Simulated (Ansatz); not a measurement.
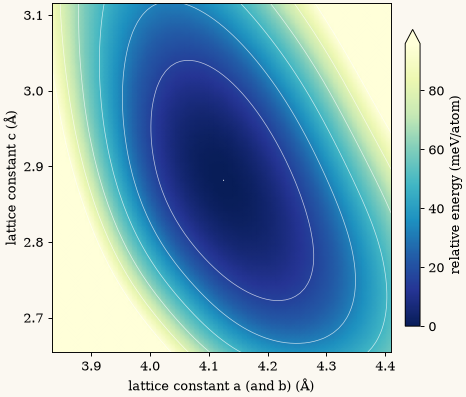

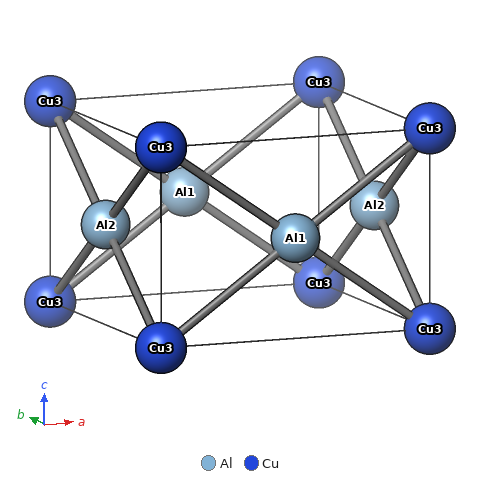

Energy landscape of Al2Cu (P4/mmm, No. 123; 3 atoms in the cell). The energy is mapped over the lattice constants a and c of the conventional cell. The first coordinate is: lattice constant a (and b); the second: lattice constant c. Nothing is relaxed (symmetry fixes all fractional coordinates). The scan uses a 7 × 7 grid. Points are written as (first, second). Energies are in meV/atom, from the lowest grid point. These are results of DFT PBE, scalar-relativistic, plane waves, PAW (Ansatz 0.2.0), not measurements. Settings: cutoff 520 eV, k-mesh 10×10×14 in the order of the run's cell vectors, gaussian smearing 0.15 eV, no spin polarisation.

The picture shows a smooth colour map with a few white contour lines, one colour for all values above the top of the scale. Between grid points the surface is interpolated. The second picture is the structure at the lowest point

Q: Describe this landscape.

A: The lowest grid point is at (4.121 Å, 2.885 Å). No other kind of well shows on this grid. The highest grid point, (3.833 Å, 2.654 Å), lies 294 meV/atom above the lowest. Round the minimum the valley is somewhat tilted: raising lattice constant a (and b) shifts the best value of lattice constant c downwards (coupling k₁₂/√(k₁₁k₂₂) about 0.5).

Each point was launched as `ansatz run input.yaml --threads 2 --pin off --max-ram 4096MiB --backend cpu --events-out ev --progress --plain --runs-dir out`. The whole map (49 points run) took 9.6 min on 2 threads of Arm Neoverse N1, on a shared host.

PAW datasets: the set soft_1.
